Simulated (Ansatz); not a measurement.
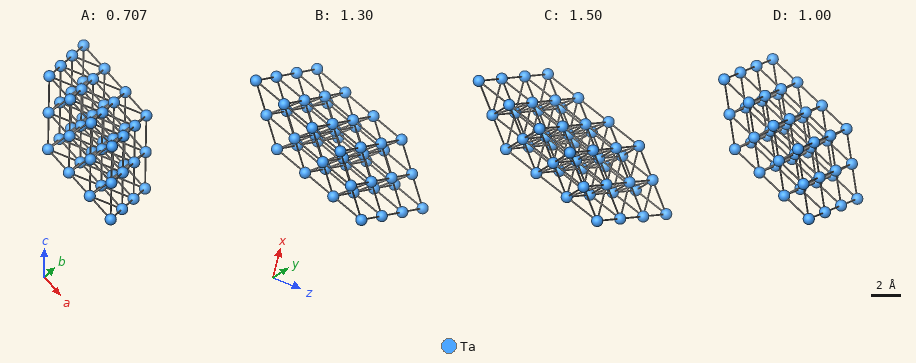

Energy scan for solid Ta (Im-3m), in which the ratio of the cell's length along z to its lengths across, counted as 1 for the reference, is changed at fixed volume (a tetragonal or Bain path), with the atoms kept at their fractional coordinates. x, y and z are the Cartesian axes of the input. A ball-and-stick model of the cell of the calculation, repeated 3 × 3 × 2 with one cell outlined, seen slightly off an axis.

Computed with DFT PBEsol, scalar-relativistic, plane waves, PAW in Ansatz 0.2.0. Settings: plane-wave cutoff 420 eV; k-point mesh 22 × 22 × 22; occupations gaussian; smearing width 0.15 eV; no spin polarisation. Energies (free energies at the smearing named) are counted from the cell as listed in its source, which wasn't relaxed.

Question: Order these geometries by energy, lowest first.

Answer: Lowest first: D (the relative ratio 1.00, 0 meV/atom), B (the relative ratio 1.30, 217 meV/atom), C (the relative ratio 1.50, 244 meV/atom), A (the relative ratio 0.707, 406 meV/atom). Over the whole scan: of the computed points the lowest is at the relative ratio 1.00, 0 meV/atom. A local maximum lies at 1.414 (264 meV/atom). The unrelaxed reference is under a pressure of −3.8 GPa. The distortion takes the space group from Im-3m to I4/mmm, except for Fm-3m at 1.414. At the relative ratio 1.50 the cell of the drawing goes a 2.860 → 2.974 Å, b 2.860 → 2.974 Å, c 2.860 → 2.974 Å, α 109.5° → 122.0°, β 109.5° → 122.0°, γ 109.5° → 86.6°.
